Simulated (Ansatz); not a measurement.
System: CuO.

Input file:

```
crystal:
  lattice:
    - [4.160937, 0.0, 0.0]
    - [0.0, 4.160937, 0.0]
    - [0.0, 0.0, 3.887643]
  atoms:
    - { symbol: Cu, position: [0.5, 0.0, 0.5] }
    - { symbol: Cu, position: [0.0, 0.5, 0.5] }
    - { symbol: Cu, position: [0.0, 0.0, 0.0] }
    - { symbol: O, position: [0.0, 0.0, 0.5] }
    - { symbol: O, position: [0.5, 0.0, 0.0] }
    - { symbol: O, position: [0.0, 0.5, 0.0] }
hamiltonian:
  xc: lda
  pseudopotentials: { kind: paw }
kpoints:
  mp_grid: { grid: [7, 7, 7] }
scf:
  occupations: { method: fermi_dirac, width: 0.05 }
output:
  forces: true
  stress: true
  eigenvalues: true
  write_density: true
  write_potential: true
  elf: true
  volumetric_format: npy
relax:
  f_tol: 0.01
  max_steps: 40
  cell: { stress_tol: 0.05 }
```

Run with:

```sh
ansatz run input.yaml --threads 2 --pin off --max-ram 5632MiB --backend cpu --events-out ev --progress --plain --runs-dir out
```

Below, planes, directions and counts refer to the conventional cell (a = 4.04 Å, b = 4.04 Å, c = 3.81 Å, α = 90.00°, β = 90.00°, γ = 90.00°).

The fields are those of the relaxed geometry.

Space group P4/mmm; a structure from a database of computed crystals, not necessarily the ambient phase.

Method: Kohn-Sham DFT of a periodic cell, LDA, Ansatz PAW (Ansatz 0.2.0).

Question: What can the converged valence pseudo-density and electron localisation function tell about the bonding?

Answer: Cu–O (1.90 Å): ρ is about 0.74 e/Å³ halfway; the ELF peaks at about 0.80 in the valence shell of O, 0.6 Å from its nucleus, and is about 0.20 at the midpoint: no shared electron pair shows on this line.

Question: Metal or insulator at this level of theory?

Answer: It is metallic or semimetallic at this level of theory: no gap opens; semilocal functionals without U, or without the true magnetic order, often close the gap of such compounds.

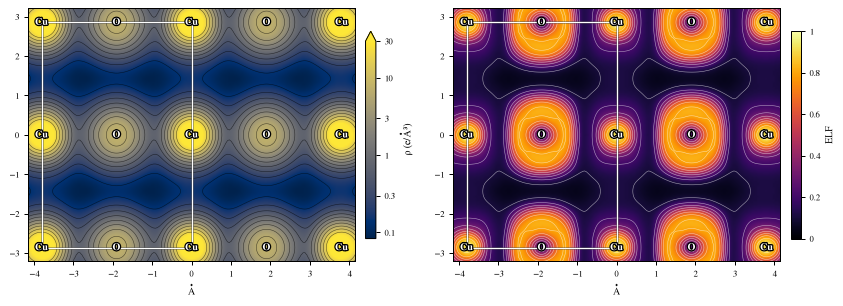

Computed valence pseudo-density and electron localisation function on the (110) plane of the conventional cell, in this order. 
